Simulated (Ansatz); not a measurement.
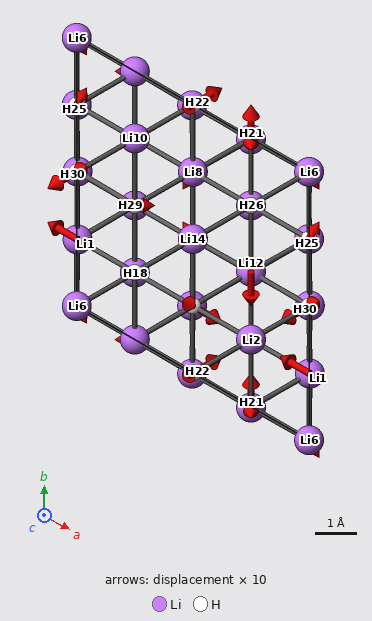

A relaxation of a defect cell of composition Li16H15 (cell charge −1) (coarse preliminary run). The starting structure is drawn; red arrows show the displacements, 10 times their true length.

Style: ball-and-stick. Shown: the cell of the calculation, along the c axis.

Case: H vacancy (site b), charge -1, atoms relaxed at the host's cell.

Theory: DFT PBE, scalar-relativistic, plane waves, PAW (Ansatz 0.2.0). Settings: plane-wave cutoff 420 eV; k-point mesh 1 × 1 × 1; occupations gaussian; smearing width 0.01 eV; no spin polarisation; atoms relaxed in a fixed cell; force threshold 0.025 eV/Å; at most 45 steps.

What did the optimiser do to the structure, and how much energy did it gain?

Answer. The largest moves, 0.10 Å, are those of Li atoms. Largest moves by element: Li 0.10 Å, H 0.05 Å. The lattice vectors keep their values. Some distances before and after: H–Li 1.976 → 2.080 Å, H–Li 2.005 → 2.043 Å, H–Li 2.002 → 1.967 Å. Among the angles between lasting bonds that change: Li–H–Li 179.9° → 177.1°, H–Li–H 179.9° → 177.9°, Li–H–Li 90.1° → 92.1°. The energy falls by 0.143 eV per cell of the calculation in 1 accepted move (2 points after the start). Largest force component: 0.25 eV/Å at the start, 0.022 eV/Å at the end. 1 step only repeated the SCF at the same geometry. The run took 1.6 s on 4 threads of Arm Neoverse V2 (shared host), peak memory 0.34 GiB.

Limits of the set-up: the periodic images lie only 6.9 Å apart, so the values are limited by the cell's size; the cell is charged, on a uniform background, and energies carry no finite-size correction.
